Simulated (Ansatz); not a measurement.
# Residual resistivity of an alloy: Pt(111) with 4 layers of random Pt-Mo, 2x2, part 2 of 2

How strongly does chemical disorder scatter in Pt(111) with 4 layers of random Pt-Mo, 2x2?

Ansatz 0.2.0; Ansatz plane-wave DFT, PBE, PAW files; ballistic transport by layer matching (Landauer), zero bias; PAW set soft_1.

So far. Step 3 (With 8 alloy layers): Over the solved energies the transmission per spin lies between 1.94 and 2.51, out of 6.74 channels of the lead on average (up to 7.1). The log calls the step of a lead's potential too much.

## Step 4: With 12 alloy layers

1

System of this step: Pt(111) with 12 layers of random Pt-Mo, 2x2. The cell holds 72 atoms: 66 Pt and 6 Mo. Cell: a = 5.546 Å, b = 5.546 Å, c = 40.757 Å, α = 90.0°, β = 90.0°, γ = 120.0°. It derives from Pt. Regions: lead, 24 atoms (24 Pt); scattering region, 48 atoms (42 Pt and 6 Mo). The structure is stacked along c, and the current runs across the ab planes.

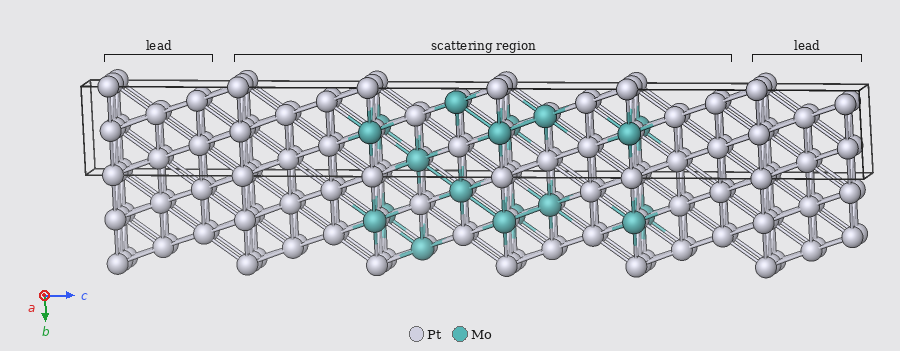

The cell of this step (platinum light grey, molybdenum teal). 1×2×1 cells are drawn. Some periodic images of atoms are drawn too.

input.yaml

```yaml
crystal:
  lattice:
    - [5.5462627489, 0.0, 0.0]
    - [-2.7731313745, 4.8032044366, 0.0]
    - [0.0, 0.0, 40.7565411427]
  atoms:
    - { symbol: Pt, position: [0.0, 0.0, 0.0277777778] }
    - { symbol: Pt, position: [0.0, 0.5, 0.0277777778] }
    - { symbol: Pt, position: [0.5, 0.0, 0.0277777778] }
    - { symbol: Pt, position: [0.5, 0.5, 0.0277777778] }
    - { symbol: Pt, position: [0.1666666667, 0.3333333333, 0.0833333333] }
    - { symbol: Pt, position: [0.1666666667, 0.8333333333, 0.0833333333] }
    - { symbol: Pt, position: [0.6666666667, 0.3333333333, 0.0833333333] }
    - { symbol: Pt, position: [0.6666666667, 0.8333333333, 0.0833333333] }
    - { symbol: Pt, position: [0.3333333333, 0.1666666667, 0.1388888889] }
    - { symbol: Pt, position: [0.3333333333, 0.6666666667, 0.1388888889] }
    - { symbol: Pt, position: [0.8333333333, 0.1666666667, 0.1388888889] }
    - { symbol: Pt, position: [0.8333333333, 0.6666666667, 0.1388888889] }
    - { symbol: Pt, position: [0.0, 0.0, 0.1944444444] }
    - { symbol: Pt, position: [0.0, 0.5, 0.1944444444] }
    - { symbol: Pt, position: [0.5, 0.0, 0.1944444444] }
    - { symbol: Pt, position: [0.5, 0.5, 0.1944444444] }
    - { symbol: Pt, position: [0.1666666667, 0.3333333333, 0.25] }
    - { symbol: Pt, position: [0.1666666667, 0.8333333333, 0.25] }
    - { symbol: Pt, position: [0.6666666667, 0.3333333333, 0.25] }
    - { symbol: Pt, position: [0.6666666667, 0.8333333333, 0.25] }
    - { symbol: Pt, position: [0.3333333333, 0.1666666667, 0.3055555556] }
    - { symbol: Pt, position: [0.3333333333, 0.6666666667, 0.3055555556] }
    - { symbol: Pt, position: [0.8333333333, 0.1666666667, 0.3055555556] }
    - { symbol: Pt, position: [0.8333333333, 0.6666666667, 0.3055555556] }
    - { symbol: Pt, position: [0.0, 0.0, 0.3611111111] }
    - { symbol: Mo, position: [0.0, 0.5, 0.3611111111] }
    - { symbol: Pt, position: [0.5, 0.0, 0.3611111111] }
    - { symbol: Pt, position: [0.5, 0.5, 0.3611111111] }
    - { symbol: Pt, position: [0.1666666667, 0.3333333333, 0.4166666667] }
    - { symbol: Pt, position: [0.1666666667, 0.8333333333, 0.4166666667] }
    - { symbol: Pt, position: [0.6666666667, 0.3333333333, 0.4166666667] }
    - { symbol: Mo, position: [0.6666666667, 0.8333333333, 0.4166666667] }
    - { symbol: Pt, position: [0.3333333333, 0.1666666667, 0.4722222222] }
    - { symbol: Pt, position: [0.3333333333, 0.6666666667, 0.4722222222] }
    - { symbol: Mo, position: [0.8333333333, 0.1666666667, 0.4722222222] }
    - { symbol: Pt, position: [0.8333333333, 0.6666666667, 0.4722222222] }
    - { symbol: Pt, position: [0.0, 0.0, 0.5277777778] }
    - { symbol: Mo, position: [0.0, 0.5, 0.5277777778] }
    - { symbol: Pt, position: [0.5, 0.0, 0.5277777778] }
    - { symbol: Pt, position: [0.5, 0.5, 0.5277777778] }
    - { symbol: Pt, position: [0.1666666667, 0.3333333333, 0.5833333333] }
    - { symbol: Pt, position: [0.1666666667, 0.8333333333, 0.5833333333] }
    - { symbol: Mo, position: [0.6666666667, 0.3333333333, 0.5833333333] }
    - { symbol: Pt, position: [0.6666666667, 0.8333333333, 0.5833333333] }
    - { symbol: Pt, position: [0.3333333333, 0.1666666667, 0.6388888889] }
    - { symbol: Pt, position: [0.3333333333, 0.6666666667, 0.6388888889] }
    - { symbol: Pt, position: [0.8333333333, 0.1666666667, 0.6388888889] }
    - { symbol: Pt, position: [0.8333333333, 0.6666666667, 0.6388888889] }
    - { symbol: Pt, position: [0.0, 0.0, 0.6944444444] }
    - { symbol: Mo, position: [0.0, 0.5, 0.6944444444] }
    - { symbol: Pt, position: [0.5, 0.0, 0.6944444444] }
    - { symbol: Pt, position: [0.5, 0.5, 0.6944444444] }
    - { symbol: Pt, position: [0.1666666667, 0.3333333333, 0.75] }
    - { symbol: Pt, position: [0.1666666667, 0.8333333333, 0.75] }
    - { symbol: Pt, position: [0.6666666667, 0.3333333333, 0.75] }
    - { symbol: Pt, position: [0.6666666667, 0.8333333333, 0.75] }
    - { symbol: Pt, position: [0.3333333333, 0.1666666667, 0.8055555556] }
    - { symbol: Pt, position: [0.3333333333, 0.6666666667, 0.8055555556] }
    - { symbol: Pt, position: [0.8333333333, 0.1666666667, 0.8055555556] }
    - { symbol: Pt, position: [0.8333333333, 0.6666666667, 0.8055555556] }
    - { symbol: Pt, position: [0.0, 0.0, 0.8611111111] }
    - { symbol: Pt, position: [0.0, 0.5, 0.8611111111] }
    - { symbol: Pt, position: [0.5, 0.0, 0.8611111111] }
    - { symbol: Pt, position: [0.5, 0.5, 0.8611111111] }
    - { symbol: Pt, position: [0.1666666667, 0.3333333333, 0.9166666667] }
    - { symbol: Pt, position: [0.1666666667, 0.8333333333, 0.9166666667] }
    - { symbol: Pt, position: [0.6666666667, 0.3333333333, 0.9166666667] }
    - { symbol: Pt, position: [0.6666666667, 0.8333333333, 0.9166666667] }
    - { symbol: Pt, position: [0.3333333333, 0.1666666667, 0.9722222222] }
    - { symbol: Pt, position: [0.3333333333, 0.6666666667, 0.9722222222] }
    - { symbol: Pt, position: [0.8333333333, 0.1666666667, 0.9722222222] }
    - { symbol: Pt, position: [0.8333333333, 0.6666666667, 0.9722222222] }
kpoints:
  mp_grid: { grid: [5, 5, 1] }
hamiltonian:
  xc: pbe
  pseudopotentials: { kind: paw, azcp: { folder: soft_1 } }
scf:
  occupations: { method: fermi_dirac, width: 0.1 }
output:
  transmission:
    leads: [[0, 4]]
    kmesh: [10, 10]
    e_range: [-0.05, 0.05]
    de: 0.05
  write_potential: true
  write_density: true
  volumetric_format: npy
```

Launch:

```sh
$ ansatz run input.yaml --threads 8 --pin off --max-ram 15360MiB --backend cpu --events-out ev --progress --plain --runs-dir out
```

Numbers of over 12 decimals in the logs are rounded to 6 here.

What it wrote:

```text
[...]
Crystal: 72 atoms, lattice volume = 1085.747 Å³
Basis set: ecut = 420 eV, 21305 PW (Γ)
Bands: 764, of which v1, the nominal top of the filled ones, is band 636 counted from 1 (635 counted from 0)
Symmetry: 1 space group operations
[...]
k-points: 13 of 25 (time reversal used)
[...]
SCF iter   1: F=—  HF=-856401.432801 eV  |F-HF|=—  |Δ(HF+E_count)|=         —  Δρ=9.64e-2  dr2=5.75e2  ethr=3.10e-3  ⟨swp⟩=4.5  Hψ=29206  notcnv=0  defer=400
[...]
SCF iter  11: F=-856372.154708 eV  HF=-856372.154708 eV  |F-HF|=1.47e-8  |Δ(HF+E_count)|=   1.63e-9  Δρ=2.99e-7  dr2=1.54e-8  ethr=7.86e-12  ⟨swp⟩=7.9  Hψ=24807  notcnv=0
SCF 1 converged in 11 iterations: F = -856372.154708 eV  dr2 = 1.54e-8
[...]
transmission: 384 of 3796 steps passed
transmission: 768 of 3796 steps passed
[...]
transmission: 3796 of 3796 steps passed
SCF converged after 11 iterations
Free energy (F): -856372.154708 eV
[...]
Internal energy: -856368.790394 eV  (E = F + TS)
E sigma→0 (E₀):  -856370.472551 eV
Entropy (-TS):   -3.364314 eV (-46.727 meV/atom)
Fermi energy:    23.395634 eV
[...]
--- Band table (eV; the first three rows and the last of 13) ---
  k-point 0: bands = [... 632 lower, 23.6241, 23.6267, 23.6630, 23.6745, 23.6775, 23.6899, 23.7146, 23.7292, ... 124 higher]
  k-point 1: bands = [... 632 lower, 23.4072, 23.4183, 23.4463, 23.4750, 23.4979, 23.5187, 23.5450, 23.5820, ... 124 higher]
  k-point 2: bands = [... 632 lower, 23.3257, 23.3421, 23.3591, 23.4039, 23.4132, 23.4276, 23.4448, 23.4544, ... 124 higher]
  k-point 12: bands = [... 632 lower, 23.2805, 23.3042, 23.3198, 23.3628, 23.3813, 23.3879, 23.4296, 23.4396, ... 124 higher]
--- Transmission ---
  basis      : 241 plane waves across, 73 finite elements along
  points     : 52, standing for a mesh of 10 x 10
[...]
channels       : 6.890000e0 a spin
[...]
junction   : crystal 0 to crystal 0, 1.57 to 40.06 Å
    transmission   : 1.649725e0 a spin
[...]
```

Wall time 14 min (8 threads of Arm Neoverse V2, shared host); peak memory 8.5 GiB.

Numbers from this step:

```
free energy                                    : -856372.1547 eV
energy at zero smearing                        : -856370.4726 eV
Fermi energy                                   : 23.40 eV
transmission per spin nearest the Fermi level  : 1.650
open channels per spin nearest the Fermi level : 6.89
step of the lead's potential                   : 5.5 meV
```

Per spin. The transmission, zone mean by energy, zero at the Fermi level:

```csv
energy (eV),"transmission, zone mean"
-0.0500,1.75
0.0000,1.65
0.0500,1.58
```

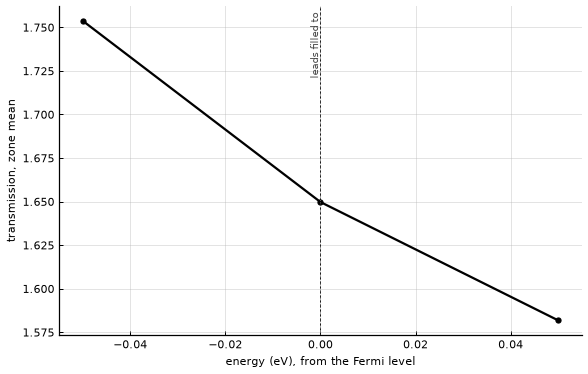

Transmission, zone mean, plotted against energy.

Over the solved energies the transmission per spin lies between 1.58 and 1.75, out of 6.75 channels of the lead on average (up to 7.14).

## Step 5: The fit

s

This step: Ansatz plane-wave DFT, PBE, PAW files; ballistic transport by layer matching (Landauer), zero bias; residual resistivity from the slope of the area resistance, atoms on the host's lattice; PAW set soft_1 (Ansatz 0.2.0).

This step gave:

| Quantity | Value |
| --- | --- |
| resistivity | 51.42 µΩ cm |
| intercept | 0.1372 fΩ m² |
| scatter about the fit | 0.03536 fΩ m² |

Resistance, by row:

```csv
run,length (Å),T,channels N,RA (fΩ m²)
n4,9.057,3.032,6.793,0.628
n8,18.11,2.249,6.737,1.019
n12,27.17,1.662,6.747,1.559
```

Area resistance against length of the alloy:

```csv
length of the alloy (Å),area resistance (fΩ m²)
9.06,0.628
18.11,1.02
27.17,1.56
```

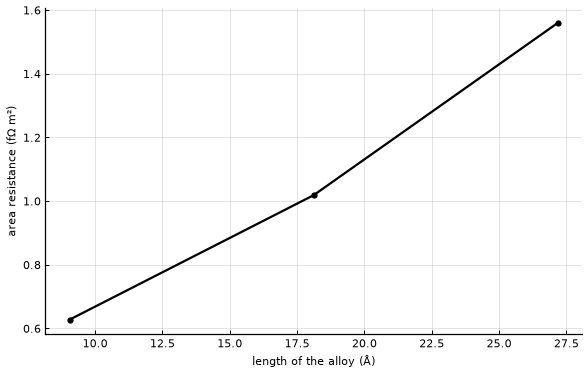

Area resistance, plotted against length of the alloy.

The area resistance goes from 0.63 to 1.6 fΩ m² between 9.1 and 27.2 Å, a slope of 51 µΩ cm.

By hand from the end points: (1.559 − 0.6280) fΩ m² / (27.17 − 9.06) Å = 51 µΩ cm, since 1 fΩ m² per Å is 1000 µΩ cm.

## Step 6: Summary of results

```
resistivity from the slope  : 51.4 µΩ cm
area resistance over 9.06 Å : 0.628 fΩ m²
area resistance over 18.1 Å : 1.02 fΩ m²
area resistance over 27.2 Å : 1.56 fΩ m²
```

In words: The slope gives 51 µΩ cm. The points scatter by 0.035 fΩ m² about the line, with one random draw a length in a 2x2 cell, so the slope is a rough value. Read with a model of isotropic scattering on a spherical Fermi surface and the lead's 2.0×10¹⁵ S/m², this slope means a mean free path near 7.4 Å; over these lengths the model's slope is within 3 % of its bulk resistivity. The draw over the shortest length came out nearly ordered, with 8 symmetry operations, so that point is a poor sample of a random alloy. The atoms sit on the host's lattice, so scattering by size misfit is left out. Spin-orbit coupling is left out, which matters for Pt. A lead's potential steps by up to 32 meV from period to period, which the log calls too much, so longer leads could move the result.

[Logs are printed without paths, hosts, clocks, repeated set-up lines and the standing remarks that a program may print on its own settings, such as how far it seeks lower states.]

[Hosts, paths, dates, database ids (printed as entryN), source tags and the programs' standing remarks are cut or masked in the printed files.]
